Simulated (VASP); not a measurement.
# GW on CuI (Marshite)

Aim: the quasiparticle gap of CuI (Marshite), and what it costs to get it. The cell is of the zinc-blende type, one of the forms listed for this formula. The start is a cell from a database of measured crystal structures.

Main program and level: VASP 6.6.1; PBE, spin-orbit coupling; plane waves and PAW (Cu_GW, I_GW), in the first sound run; inputs show where later runs differ.

The database entry behind the starting cell differs from later determinations by our own check (about 0.15 % long (mineral sample)), so it need not match the best structure at ambient conditions.

**1. Set-up**

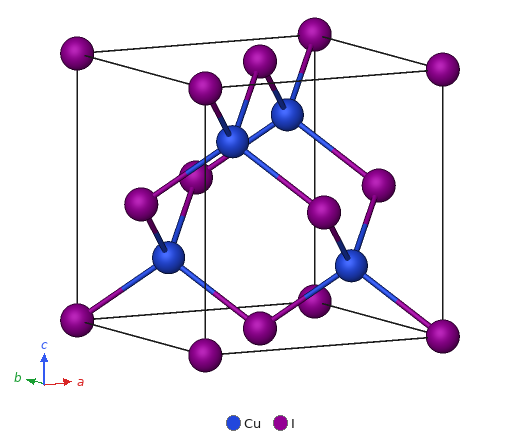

Start, viewed from a free direction; copper blue, iodine purple. This picture shows the conventional cell, with its axes. Bonds to atoms that aren't drawn are left out. Some periodic images of atoms are drawn too.

**2. Ground state**

The orbitals come from a self-consistent PBE run with a tight EDIFF and a narrow smearing. KPOINTS_OPT adds the bands along a path, which shows whether the mesh holds the band edges.

The input, INCAR:

```
SYSTEM = CuI
PREC = Accurate
ENCUT = 440
EDIFF = 1E-08
NELM = 100
ISMEAR = 0
SIGMA = 0.01
LREAL = .FALSE.
ALGO = Normal
GGA = PE
LNONCOLLINEAR = .TRUE.
MAGMOM = 0 0 0 0 0 0
NBANDS = 30
GGA_COMPAT = .FALSE.
LASPH = .TRUE.
LSORBIT = .TRUE.
LMAXMIX = 4
LORBIT = 11
LWAVE = .TRUE.
LCHARG = .FALSE.
KPAR = 8
```

The input, POSCAR:

```
CuI
1.0
    0.0000000000      3.0315000000      3.0315000000
    3.0315000000      0.0000000000      3.0315000000
    3.0315000000      3.0315000000      0.0000000000
Cu I
1 1
Direct
    0.2500000000      0.2500000000      0.2500000000
    0.0000000000      0.0000000000      0.0000000000
```

The input, KPOINTS:

```
Automatic mesh
0
Gamma
4 4 4
0 0 0
```

The input, KPOINTS_OPT:

```
Line mode
12
Line-mode
Reciprocal
  0.00000000   0.00000000   0.00000000 GAMMA
  0.50000000   0.00000000   0.50000000 X

  0.50000000   0.00000000   0.50000000 X
  0.50000000   0.25000000   0.75000000 W

  0.50000000   0.25000000   0.75000000 W
  0.37500000   0.37500000   0.75000000 K

  0.37500000   0.37500000   0.75000000 K
  0.00000000   0.00000000   0.00000000 GAMMA

  0.00000000   0.00000000   0.00000000 GAMMA
  0.50000000   0.50000000   0.50000000 L

  0.50000000   0.50000000   0.50000000 L
  0.62500000   0.25000000   0.62500000 U

  0.62500000   0.25000000   0.62500000 U
  0.50000000   0.25000000   0.75000000 W

  0.50000000   0.25000000   0.75000000 W
  0.50000000   0.50000000   0.50000000 L

  0.50000000   0.50000000   0.50000000 L
  0.37500000   0.37500000   0.75000000 K

  0.62500000   0.25000000   0.62500000 U
  0.50000000   0.00000000   0.50000000 X
```

Potentials, in the order of the species: Cu_GW and I_GW (PBE family, release 64).

Run with:

```
mpirun -np 8 vasp_ncl
```

The program printed:

```text
[banner, memory and clock lines left out]
running    8 mpi-ranks, on    1 nodes
 distrk:  each k-point on    1 cores,    8 groups
 distr:  one band on    1 cores,    1 groups

 POSCAR found type information on POSCAR CuI
 POSCAR found :  2 types and       2 ions
|                                                                             |
|           W    W    AA    RRRRR   N    N  II  N    N   GGGG   !!!           |
|           W    W   A  A   R    R  NN   N  II  NN   N  G    G  !!!           |
|           W    W  A    A  R    R  N N  N  II  N N  N  G       !!!           |
|           W WW W  AAAAAA  RRRRR   N  N N  II  N  N N  G  GGG   !            |
|           WW  WW  A    A  R   R   N   NN  II  N   NN  G    G                |
|           W    W  A    A  R    R  N    N  II  N    N   GGGG   !!!           |
|                                                                             |
|     For optimal performance we recommend to set                             |
|       NCORE = 2 up to number-of-cores-per-socket                            |
|     NCORE specifies how many cores store one orbital (NPAR=cpu/NCORE).      |
|     This setting can greatly improve the performance of VASP for DFT.       |
|     The default, NCORE=1 might be grossly inefficient on modern             |
|     multi-core architectures or massively parallel machines. Do your        |
|     Unfortunately you need to use the default for GW and RPA                |
|     calculations (for HF NCORE is supported but not extensively tested      |
|     yet).                                                                   |
|                                                                             |

 LDA part: xc-table for (Slater+PW92), standard interpolation
 POSCAR, INCAR and KPOINTS ok, starting setup
 FFT: planning ... GRIDC
 FFT: planning ... GRID_SOFT
 FFT: planning ... GRID
 WAVECAR not read
 entering main loop
       N       E                     dE             d eps       ncg     rms          rms(c)
DAV:   1     0.121837066781E+03    0.12184E+03   -0.71460E+03   600   0.959E+02
DAV:   2     0.199486902545E+01   -0.11984E+03   -0.10543E+03   698   0.280E+02
DAV:   3    -0.547431645834E+01   -0.74692E+01   -0.73090E+01   760   0.722E+01
DAV:   4    -0.590391884046E+01   -0.42960E+00   -0.42872E+00   976   0.178E+01
DAV:   5    -0.591075961492E+01   -0.68408E-02   -0.68399E-02   770   0.216E+00    0.398E+00
DAV:   6    -0.584414772669E+01    0.66612E-01   -0.26099E+00   778   0.320E+01    0.605E+00
DAV:   7    -0.570726151693E+01    0.13689E+00   -0.56831E-01   778   0.184E+01    0.194E+00
DAV:   8    -0.570684604874E+01    0.41547E-03   -0.75702E-02   906   0.439E+00    0.542E-01
DAV:   9    -0.570439215064E+01    0.24539E-02   -0.10856E-02   940   0.210E+00    0.163E-01
DAV:  10    -0.570453980648E+01   -0.14766E-03   -0.12861E-03   936   0.466E-01    0.480E-02
DAV:  11    -0.570461254517E+01   -0.72739E-04   -0.31603E-04   758   0.297E-01    0.144E-02
DAV:  12    -0.570461446204E+01   -0.19169E-05   -0.24239E-05   784   0.105E-01    0.427E-03
DAV:  13    -0.570461608104E+01   -0.16190E-05   -0.28669E-06   786   0.133E-02    0.299E-03
DAV:  14    -0.570461639771E+01   -0.31667E-06   -0.55624E-07   768   0.619E-03    0.968E-04
DAV:  15    -0.570461645478E+01   -0.57070E-07   -0.34321E-08   856   0.168E-03    0.317E-04
DAV:  16    -0.570461650698E+01   -0.52199E-07   -0.35684E-09   562   0.989E-04    0.736E-05
DAV:  17    -0.570461650591E+01    0.10748E-08   -0.23869E-09   512   0.469E-04
   1 F= -.57046165E+01 E0= -.57046165E+01  d E =-.779175E-48  mag=     0.0000    -0.0000     0.0000
 Start KPOINTS_OPT (optional k-point list driver)
k-point batch [1-10\120]
       N       E                     dE             ncg
DAV:   1     0.141290290305E+04   -0.52036E+03      600
DAV:   2     0.172500993738E+03   -0.12404E+04      692
DAV:   3     0.891457847263E+02   -0.83355E+02      744
DAV:   4     0.840141702490E+02   -0.51316E+01     1008
DAV:   5     0.839547513911E+02   -0.59419E-01      764
DAV:   6     0.839525126236E+02   -0.22388E-02      944
DAV:   7     0.839524582506E+02   -0.54373E-04      812
DAV:   8     0.839524560731E+02   -0.21774E-05      908
DAV:   9     0.839524560069E+02   -0.66242E-07      772
DAV:  10     0.839524560035E+02   -0.34312E-08      580
[...]
k-point batch [111-120\120]
       N       E                     dE             ncg
DAV:   1     0.125312507804E+04   -0.41244E+04      600
DAV:   2     0.824049229219E+02   -0.11707E+04      698
DAV:   3     0.204041271583E+02   -0.62001E+02      808
DAV:   4     0.170349392912E+02   -0.33692E+01      990
DAV:   5     0.169867347783E+02   -0.48205E-01      760
DAV:   6     0.169848888735E+02   -0.18459E-02      964
DAV:   7     0.169848203461E+02   -0.68527E-04      786
DAV:   8     0.169848182170E+02   -0.21291E-05      958
DAV:   9     0.169848181652E+02   -0.51731E-07      750
DAV:  10     0.169848181629E+02   -0.23894E-08      670
 writing wavefunctions
```

Elapsed: 46 s, on 8 MPI ranks of Intel Xeon 6975P-C (Granite Rapids), shared host; peak memory 2.5 GiB.

Lines that name or quote the potential files are left out of all logs, and their timing lines are given in words.

OUTCAR, selected parts (step 2):

```text
ion  position               nearest neighbor table
   1  0.250  0.250  0.250-   2 2.63   2 2.63   2 2.63   2 2.63
   2  0.000  0.000  0.000-   1 2.63   1 2.63   1 2.63   1 2.63

  LATTYP: Found a face centered cubic cell.
 ALAT       =     6.0630000000

 Subroutine GETGRP returns: Found 24 space group operations
 (whereof 24 operations were pure point group operations)

The static configuration has the point symmetry T_d .

 Found     10 irreducible k-points:

   k-points           NKPTS =     10   k-points in BZ     NKDIM =     10   number of bands    NBANDS=     30

   dimension x,y,z NGX =    30 NGY =   30 NGZ =   30
   dimension x,y,z NGXF=    60 NGYF=   60 NGZF=   60

   ENCUT  =  440.0 eV  32.34 Ry    5.69 a.u.   7.33  7.33  7.33*2*pi/ulx,y,z

   NELECT =      18.0000    total number of electrons

 k-points in reciprocal lattice and weights: Automatic mesh
   0.00000000  0.00000000  0.00000000       0.016
   0.25000000  0.00000000  0.00000000       0.062
  -0.25000000  0.00000000  0.00000000       0.062
   0.50000000  0.00000000  0.00000000       0.062
   0.25000000  0.25000000  0.00000000       0.094
   0.50000000  0.25000000  0.00000000       0.188
   0.50000000 -0.25000000  0.00000000       0.188
  -0.25000000  0.25000000  0.00000000       0.188
   0.50000000  0.50000000  0.00000000       0.047
  -0.25000000  0.50000000  0.25000000       0.094

 average (electrostatic) potential at core
       1 -54.6220       2 -92.7332

 E-fermi :   4.2375

 k-point     1 :       0.0000    0.0000    0.0000
  band No.  band energies     occupation
    ...
     14       3.7140      1.00000
     15       4.1365      1.00000
     16       4.1365      1.00000
     17       4.1365      1.00000
     18       4.1365      1.00000
     19       5.0876      0.00000
     20       5.0876      0.00000
     21       8.7997      0.00000
     22       8.7997      0.00000
     23       8.8820      0.00000
    ...

 k-point     2 :       0.2500    0.0000    0.0000
  band No.  band energies     occupation
    ...
     14       2.7226      1.00000
     15       3.5146      1.00000
     16       3.5146      1.00000
     17       3.6866      1.00000
     18       3.7520      1.00000
     19       6.2287      0.00000
     20       6.2287      0.00000
     21       9.3488      0.00000
     22       9.3488      0.00000
     23       9.4345      0.00000
    ...

 k-point     3 :      -0.2500    0.0000    0.0000
  band No.  band energies     occupation
    ...
     14       2.7226      1.00000
     15       3.5146      1.00000
     16       3.5146      1.00000
     17       3.6866      1.00000
     18       3.7520      1.00000
     19       6.2287      0.00000
     20       6.2287      0.00000
     21       9.3488      0.00000
     22       9.3488      0.00000
     23       9.4345      0.00000
    ...

  Total        0.1230946      0.1230946      0.1230946      0.0000000      0.0000000      0.0000000
  in kB        3.5395406      3.5395406      3.5395406      0.0000000      0.0000000      0.0000000
  external PRESSURE =       3.5395406 kB  Pullay stress =       0.0000000 kB

  energy-cutoff  :      440.00
  volume of cell :       55.72
      direct lattice vectors                 reciprocal lattice vectors
     0.000000000  3.031500000  3.031500000    -0.164934851  0.164934851  0.164934851
     3.031500000  0.000000000  3.031500000     0.164934851 -0.164934851  0.164934851
     3.031500000  3.031500000  0.000000000     0.164934851  0.164934851 -0.164934851

 POSITION                                       TOTAL-FORCE (eV/Angst)
 -----------------------------------------------------------------------------------
      1.51575      1.51575      1.51575         0.000000      0.000000      0.000000
      0.00000      0.00000      0.00000        -0.000000     -0.000000     -0.000000
 -----------------------------------------------------------------------------------
    total drift:                                0.000000      0.000000      0.000000

  FREE ENERGIE OF THE ION-ELECTRON SYSTEM (eV)
  ---------------------------------------------------
  free  energy   TOTEN  =        -5.7046165059 eV

  energy  without entropy=       -5.7046165059  energy(sigma->0) =       -5.70461651

 Spin-Orbit-Coupling matrix elements
 Ion:    1  E_soc:     -0.0112818
 Ion:    2  E_soc:     -0.3157466

 total charge
# of ion       s       p       d       f       tot
--------------------------------------------------
    1        0.321   0.259   9.276   0.004   9.859
    2        1.591   3.104   0.068   0.000   4.763
--------------------------------------------------
tot          1.911   3.363   9.345   0.004  14.622

 magnetization (x)
# of ion       s       p       d       f       tot
--------------------------------------------------
    1        0.000   0.000  -0.000   0.000   0.000
    2        0.000   0.000  -0.000   0.000   0.000
--------------------------------------------------
tot          0.000   0.000  -0.000   0.000   0.000

 magnetization (y)
# of ion       s       p       d       f       tot
--------------------------------------------------
    1       -0.000   0.000  -0.000   0.000  -0.000
    2        0.000  -0.000   0.000   0.000  -0.000
--------------------------------------------------
tot         -0.000  -0.000  -0.000   0.000  -0.000

 magnetization (z)
# of ion       s       p       d       f       tot
--------------------------------------------------
    1        0.000   0.000  -0.000  -0.000   0.000
    2       -0.000  -0.000   0.000   0.000  -0.000
--------------------------------------------------
tot          0.000   0.000  -0.000  -0.000   0.000

[... 3 further parts left out ...]
```

Numbers from this step:

```
free energy (TOTEN)               : -5.705 eV
Fermi energy                      : 4.237 eV
pressure                          : 0.3540 GPa
least gap on mesh and path        : 0.9511 eV
least direct gap on mesh and path : 0.9511 eV
```

The spin moment in the PAW sphere vanishes on all atoms.

On-site spin-orbit energy by atom:

```tsv
atom	on-site spin-orbit energy (eV)
Cu1	-0.011
I2	-0.316
```

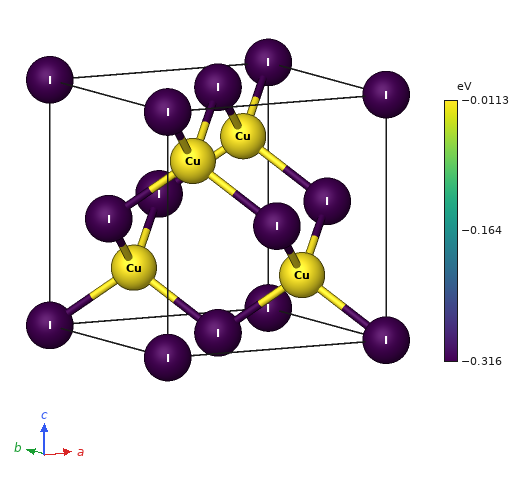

Atoms coloured by on-site spin-orbit energy. Bonds to atoms that aren't drawn are left out. Some periodic images of atoms are drawn too.

The highest empty bands on the path are converged less tightly, to about 0.1 eV. The electronic bands at the labelled points (eV, zero at the valence-band top; v1 is the highest filled band, c1 the lowest empty one):

```tsv
point	v4	v3	v2	v1	c1	c2	c3	c4
Γ	0.00	0.00	0.00	0.00	0.95	0.95	4.66	4.66
X	-1.70	-1.70	-1.56	-1.56	2.54	2.54	2.74	2.74
W	-1.75	-1.73	-1.44	-1.35	4.07	4.49	4.50	4.56
K	-1.76	-1.58	-1.42	-1.35	2.92	2.93	4.34	4.56
Γ	0.00	0.00	0.00	0.00	0.95	0.95	4.66	4.66
L	-0.92	-0.92	-0.80	-0.80	1.98	1.98	5.24	5.24
U	-1.76	-1.58	-1.42	-1.35	2.92	2.93	4.34	4.56
W	-1.75	-1.73	-1.44	-1.35	4.07	4.49	4.50	4.56
L	-0.92	-0.92	-0.80	-0.80	1.98	1.98	5.24	5.24
K	-1.76	-1.58	-1.42	-1.35	2.92	2.93	4.34	4.56
jump to U	-1.76	-1.58	-1.42	-1.35	2.92	2.93	4.34	4.56
X	-1.70	-1.70	-1.56	-1.56	2.54	2.54	2.74	2.74
```

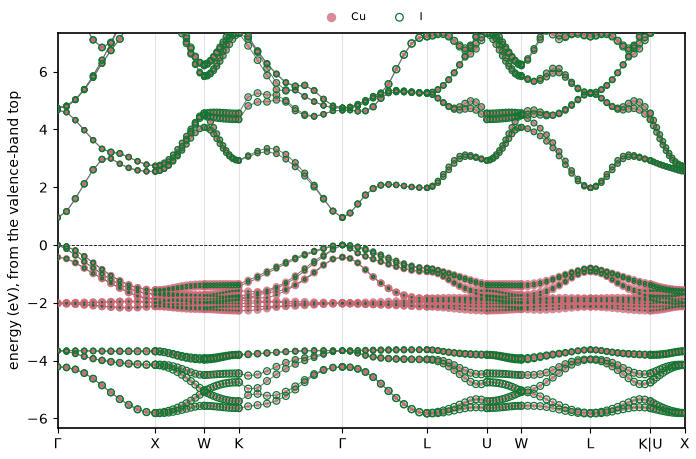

Electronic bands along the path; dots are coloured as in the legend, and their area grows with the weight.

The cell has a gap of 0.951 eV on mesh and path.

**3. Empty bands, SOC yes, program vasp ncl**

The next step needs empty bands that the ground-state run didn't converge, so the Hamiltonian is diagonalised exactly for NBANDS bands, in a single step. LOPTICS writes the k-derivatives of the orbitals (WAVEDER), which give the long-wavelength limit of the screening.

The input, INCAR:

```
SYSTEM = CuI
PREC = Accurate
ENCUT = 440
ISMEAR = 0
SIGMA = 0.01
LREAL = .FALSE.
GGA = PE
LNONCOLLINEAR = .TRUE.
MAGMOM = 0 0 0 0 0 0
NBANDS = 336
GGA_COMPAT = .FALSE.
LASPH = .TRUE.
LSORBIT = .TRUE.
LMAXMIX = 4
ALGO = Exact
NELM = 1
LWAVE = .TRUE.
LCHARG = .FALSE.
LOPTICS = .TRUE.
NEDOS = 1000
CSHIFT = 0.1
```

POSCAR is that of step 2.

KPOINTS is that of step 2.

Run with:

```
mpirun -np 8 vasp_ncl
```

The program printed:

```text
[banner, memory and clock lines left out]
running    8 mpi-ranks, on    1 nodes
 distrk:  each k-point on    8 cores,    1 groups
 distr:  one band on    1 cores,    8 groups

 POSCAR found type information on POSCAR CuI
 POSCAR found :  2 types and       2 ions
 [... a notice as in an earlier step ...]

 LDA part: xc-table for (Slater+PW92), standard interpolation
 found WAVECAR, reading the header
  number of bands has changed, file:    30 present:   336
  trying to continue reading WAVECAR, but it might fail
 POSCAR, INCAR and KPOINTS ok, starting setup
 FFT: planning ... GRIDC
 FFT: planning ... GRID_SOFT
 FFT: planning ... GRID
 reading WAVECAR
 random initialization beyond band           30
 the WAVECAR file was read successfully
 initial charge from wavefunction
 entering main loop
       N       E                     dE             d eps       ncg     rms          rms(c)
DIA:   1    -0.570461650634E+01   -0.57046E+01    0.00000E+00     0   0.000E+00
   1 F= -.57046165E+01 E0= -.57046165E+01  d E =-.109152E-20  mag=     0.0000    -0.0000    -0.0000
 writing wavefunctions
 optical routines
 imaginary and real dielectric function
 recalculating local potential from charge density
 direction            1
 direction            2
 direction            3
```

Run time: 31 s. Hardware: 8 MPI ranks; peak memory 2.7 GiB; 4 min of CPU time.

From OUTCAR (step 3):

```text
The static configuration has the point symmetry T_d .

 Found     10 irreducible k-points:

   k-points           NKPTS =     10   k-points in BZ     NKDIM =     10   number of bands    NBANDS=    336

   NELECT =      18.0000    total number of electrons

 E-fermi :   4.1994

  Total        0.1223264      0.1223264      0.1223264     -0.0000000     -0.0000000     -0.0000000
  in kB        3.5174515      3.5174515      3.5174515     -0.0000000     -0.0000000     -0.0000000
  external PRESSURE =       3.5174515 kB  Pullay stress =       0.0000000 kB

 POSITION                                       TOTAL-FORCE (eV/Angst)
 -----------------------------------------------------------------------------------
      1.51575      1.51575      1.51575        -0.000000     -0.000000     -0.000000
      0.00000      0.00000      0.00000         0.000000      0.000000      0.000000
 -----------------------------------------------------------------------------------
    total drift:                                0.000000      0.000000      0.000000

  FREE ENERGIE OF THE ION-ELECTRON SYSTEM (eV)
  ---------------------------------------------------
  free  energy   TOTEN  =        -5.7046165063 eV

  energy  without entropy=       -5.7046165063  energy(sigma->0) =       -5.70461651

 plasma frequency squared (from intraband transitions) (eV^2)
  --------------------------------------------------------------------------------------
       0.000      -0.000       0.000
       0.000       0.000       0.000
      -0.000       0.000       0.000

 Spin-Orbit-Coupling matrix elements
 Ion:    1  E_soc:     -0.0112819
 Ion:    2  E_soc:     -0.3157465

[... 14 parts as in an earlier step ...]
```

WAVECAR now holds 336 bands for 18 electrons. Its independent-particle dielectric tensor has xx, yy, zz = 11.3, 11.3, 11.3 on this mesh, which isn't tested for convergence in mesh or bands and lacks local fields.

[end of part 1 of 3]

[Lines on the potential files, build, host, timing and source positions are cut from VASP's logs without a mark.]

[Logs are printed without paths, hosts, clocks, repeated set-up lines and the standing remarks that a program may print on its own settings, such as how far it seeks lower states.]

[Hosts, paths, dates, database ids (printed as entryN), source tags and the programs' standing remarks are cut or masked in the printed files.]

[Pressures printed for these runs are not shown converged in the cutoff: they can be off by several GPa and have the wrong sign.]
